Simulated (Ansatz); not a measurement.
## Single-point calculation of Ti

System: Ti (2 atoms in the cell).
Method: DFT r2SCAN, scalar-relativistic, plane waves, PAW, no spin polarisation (Ansatz 0.2.0).

The structure derives from an entry of the Crystallography Open Database.

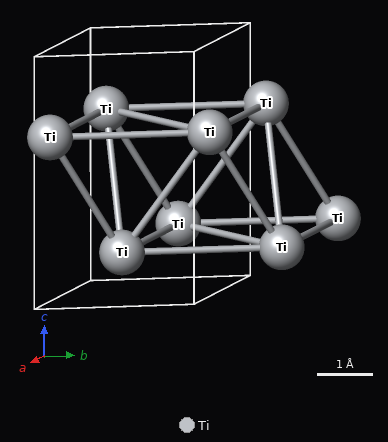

Fig. 1: The input geometry (ball-and-stick view of the cell of the calculation, repeated 2 × 2 × 1, seen slightly off an axis). An atom can appear more than once, as a periodic image. Near neighbours in the periodic cell (some may lie outside the picture): Ti has 12 Ti at 2.90 to 2.95 Å.

## Key numbers

| quantity | value |
| --- | --- |
| outcome | converged |
| space group (tolerance 0.01 Å) | P6₃/mmc (194) |
| electrons treated | 24 |
| free energy | −5008.7239 eV |
| Fermi energy | 13.214 eV |
| gap on the k-point mesh | none (metallic) |
| pressure | −2.09 GPa |
| largest force (length of the vector) | under 0.001 eV/Å |
| hardware | 1 thread of Intel Xeon @ 2.50GHz (Skylake/Cascade Lake), 189 GiB of memory available, shared host |
| wall time | 3.1 s |
| peak memory | 0.39 GiB |

## Input file
```yaml
crystal:
  lattice:
    - [2.9499978604, 0.0, 0.0]
    - [-1.4749989302, 2.5547730882, 0.0]
    - [0.0, 0.0, 4.686]
  atoms:
    - { symbol: Ti, position: [0.3333333333, 0.6666666667, 0.25] }
    - { symbol: Ti, position: [0.6666666667, 0.3333333333, 0.75] }
basis:
  ecutwfc: 500
kpoints:
  mp_grid: { grid: [6, 6, 4] }
hamiltonian:
  xc: r2scan
scf:
  occupations: { method: gaussian, width: 0.1 }
output:
  forces: true
  stress: true
  eigenvalues: true
```

Command:
```bash
ansatz run input.yaml --threads 1 --pin off --max-ram 2560MiB --backend cpu --events-out ev --progress --plain --runs-dir out
```

## What the program printed
```
Engine: ansatz 0.2.0, x86_64-unknown-linux-gnu
Pseudopotentials: kind: paw
Pseudopotential: Ti, paw, valence charge 12, recommended cutoff 500 eV (meta_gga), Ti.paw.azcp
Functional definition: r2SCAN
  parameter k0 = 0.174
  parameter k1 = 0.065
  parameter a1 = 4.9479
  exchange = r2scan_x(k0 = k0, k1 = k1, a1 = a1)
  correlation = r2scan_c
Crystal: 2 atoms, lattice volume = 35.316 Å³
Basis set: ecut = 500 eV, 929 PW (Γ), exchange–correlation on 96×96×144 points (64 copies of the dense FFT grid, shifted against one another)
Bands: 16, of which v1, the nominal top of the filled ones, is band 12 counted from 1 (11 counted from 0)
Symmetry: 24 space group operations
Space group: P63/mmc (ITA 194), of the structure as read, at distance tolerance 3.3e-5 Å
k-points: 21 of 144
Non-local potential: Ti, projectors of the file, l = 0: 3, l = 1: 2, l = 2: 3, l = 3: 1
PAW form: soft (Blöchl's): semilocal exchange-correlation on the pseudo side does not see the compensation charge
PAW frozen core: Ti, regenerated for the run's functional (the file was generated under x = pbe(κ = 0.804, μ = 0.2195149727645171), c = pbe(β = 0.06672455060314922))
PAW one-centre angular grid: Ti, 590 points (default); XC on 160 Gauss nodes
Initial density: superposition of atomic densities (neutral atoms: chi_scale 0, normalization atom), corrected by the library's trained network
Initial wavefunctions: pseudopotential atomic-orbital guess
Functional: x = r2scan, c = r2scan; τ floored in thin density (d = 2e-4 eV/Å³)
SCF iter   1: F=—  HF=-5008.684167 eV  |F-HF|=—  |Δ(HF+E_count)|=         —  Δρ=1.67e-2  dr2=8.94e-2  dr2_τ=1.49e-2  ethr=1.77e-3  ⟨swp⟩=3.6  Hψ=1390  notcnv=0
preconditioner: auto → none  [metal: Δε(μ)=0.044 eV  Ē_g=3.112 eV  σ=0.100 eV  W_gap=0.24  n_scr=8 (ndim 8)  ℏωp=17.7 eV  f_vac=0.000  D(μ)=3.43/eV (n_scr^D=36)  sad-step TF]
SCF iter   2: F=—  HF=-5008.722755 eV  |F-HF|=—  |Δ(HF+E_count)|=   3.86e-2  Δρ=5.79e-3  dr2=1.02e-2  dr2_τ=8.55e-4  ethr=3.72e-4  ⟨swp⟩=2.9  Hψ=799  notcnv=0  defer=2
SCF iter   3: F=—  HF=-5008.723210 eV  |F-HF|=—  |Δ(HF+E_count)|=   4.55e-4  Δρ=1.65e-3  dr2=3.98e-4  dr2_τ=1.05e-4  ethr=4.26e-5  ⟨swp⟩=2.8  Hψ=608  notcnv=0  defer=2
SCF iter   4: F=—  HF=-5008.723832 eV  |F-HF|=—  |Δ(HF+E_count)|=   6.23e-4  Δρ=3.62e-4  dr2=1.81e-5  dr2_τ=2.21e-6  ethr=1.66e-6  ⟨swp⟩=2.0  Hψ=536  notcnv=0  defer=2
SCF iter   5: F=—  HF=-5008.723863 eV  |F-HF|=—  |Δ(HF+E_count)|=   3.12e-5  Δρ=2.12e-5  dr2=8.75e-8  dr2_τ=8.72e-9  ethr=7.55e-8  ⟨swp⟩=2.0  Hψ=540  notcnv=0  defer=2
SCF iter   6: F=-5008.723863 eV  HF=-5008.723863 eV  |F-HF|=7.02e-10  |Δ(HF+E_count)|=   9.77e-9  Δρ=4.56e-6  dr2=4.27e-9  dr2_τ=2.88e-10  ethr=3.64e-10  ⟨swp⟩=2.3  Hψ=1266  notcnv=0
SCF 1 converged in 6 iterations: F = -5008.723863 eV  dr2 = 4.27e-9
  greatest PAW one-centre occupation: 1.000 electrons in one spin orbital (limit 2), on the Ti atom at site 1 (counted from 0), in its partial waves of l = 1
SCF converged after 6 iterations
Free energy (F): -5008.723863 eV
Harris-Foulkes:  -5008.723863 eV  (|F-HF|=7.02e-10)
Internal energy: -5008.706556 eV  (E = F + TS)
E sigma→0 (E₀):  -5008.715210 eV
Entropy (-TS):   -0.017307 eV (-8.654 meV/atom)
Fermi energy:    13.214414 eV
--- Per-component energies (eV) ---
  E_band       = -348.147626
  E_kinetic    = 543.754124
  E_local      = -1636.722227  (includes V_loc(G=0)·N_el)
  E_nonlocal   = 14.384471
  E_hartree    = 668.435819
  E_xc         = -185.369340
  E_vxc        = -264.916502  (∫ρ·V_xc dr)
  E_paw        = -2113.161388  (= ΣΔE_a)
  E_vpaw       = -359.736388  (= ΣTr[D̂ρ^β])
  E_aug_tail   = 0.000170  (compensation charges beyond the density's cutoff)
  E_vtau       = 18.214504  (kinetic-family band-sum trace: ∫τ·v_τ [+ j·A + Jᵃ·Aᵃ] dr)
  E_ewald      = -2299.521270
  E_core_change = -0.506914  (= ΣΔE_core)
  E_smearing   = -0.017307  (= −TS)
  E_closure    = -0.000000  (closes the sum)
  Σ components = -5008.723863   (vs F -5008.723863, Δ=0.00e0)
--- Forces (eV/Å), atoms counted from 1 ---
  atom   1  Ti     0.00000000    -0.00000000     0.00000000
  atom   2  Ti     0.00000000     0.00000000     0.00000000
  max |Σ_I F_I| component: 5.55e-17 eV/Å
--- Stress (GPa, compression-positive) ---
       -2.357735       0.000000       0.000000
        0.000000      -2.357735       0.000000
        0.000000       0.000000      -1.545311
  P = ⅓ Tr σ = -2.0869 GPa (-20.869 kbar)
--- Band table (eV; the first three rows and the last of 21) ---
  k-point 0: bands = ["-46.1367", "-46.0045", "-21.6514", "-21.0360", "-21.0360", "-20.9582", "-20.9400", "-20.9400", "6.5473", "10.3330", "13.6488", "14.0042", "14.0042", "14.0918", "14.5144", "14.5144"]
  k-point 1: bands = ["-46.1175", "-46.0240", "-21.5533", "-21.0633", "-21.0220", "-21.0220", "-20.9541", "-20.9541", "7.0786", "9.9091", "13.1360", "13.7991", "13.8691", "13.8691", "14.2729", "14.2729"]
  k-point 2: bands = ["-46.0709", "-46.0709", "-21.3119", "-21.3119", "-20.9881", "-20.9881", "-20.9881", "-20.9881", "8.4709", "8.4709", "13.2082", "13.2082", "13.9270", "13.9270", "13.9270", "13.9270"]
  k-point 20: bands = ["-45.9910", "-45.9910", "-21.4793", "-21.4793", "-21.3040", "-21.3040", "-21.0583", "-21.0583", "11.8348", "11.8348", "12.0961", "12.0961", "12.8018", "12.8018", "14.9618", "14.9618"]
```
